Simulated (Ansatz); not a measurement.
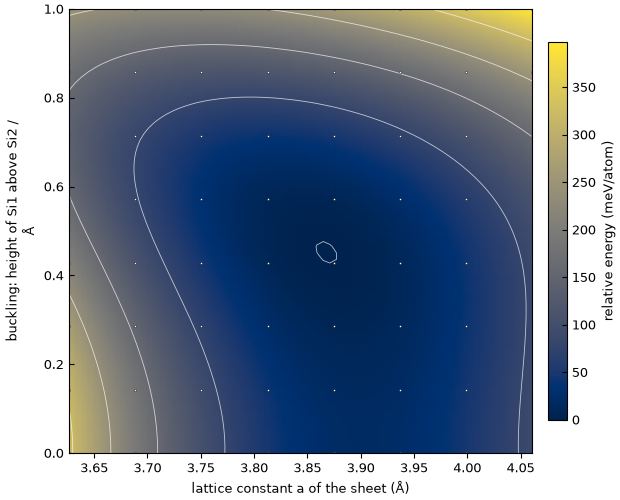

A two-dimensional sheet of Si of the honeycomb type (2 atoms in the cell). The lattice constant and the buckling of a sheet are varied, nothing relaxed. First axis: lattice constant a of the sheet (both vectors scaled alike). Second axis: buckling: height of Si1 above Si2. The grid has 8 × 8 points. Points are written as (first, second). Energies: meV/atom, counted from the lowest grid point. This map comes from DFT PBE, scalar-relativistic, plane waves, PAW (Ansatz 0.2.0). Settings: cutoff 420 eV, k-mesh 15×15×1, gaussian smearing 0.1 eV, no spin polarisation.

Drawn: a smooth colour map with a few white contour lines, dots at the grid points. Between grid points the surface is interpolated.

The lowest grid point is at (3.875 Å, 0.429 Å). It is the only kind of minimum in the scanned range. The highest grid point, (4.061 Å, 1.000 Å), lies 397 meV/atom above the lowest.

The level of theory is changed to DFT LDA, scalar-relativistic, plane waves, PAW in Ansatz 0.2.0; with it change the cell, relaxed at the new level (first cell vector 3.831 Å, before 3.875 Å); the new grid has 8 × 8 points.

**What does this change do to the map?**

The minimum (interpolated where it lies between grid points) moves from about (3.868 Å, 0.451 Å) to about (3.824 Å, 0.440 Å). The curvature at the minimum changes by less than a tenth (about 12) eV/Å² along the first coordinate and by less than a tenth (about 1.8) eV/Å² along the second coordinate (per cell).

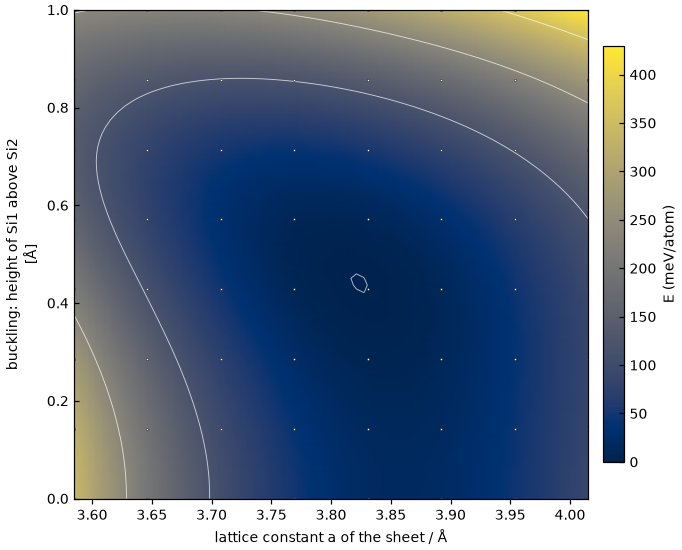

The map after the change, on a colour scale of its own. In the figure: a smooth colour map with a few white contour lines, dots at the grid points. Between grid points the surface is interpolated.

PAW datasets: the set soft_1.
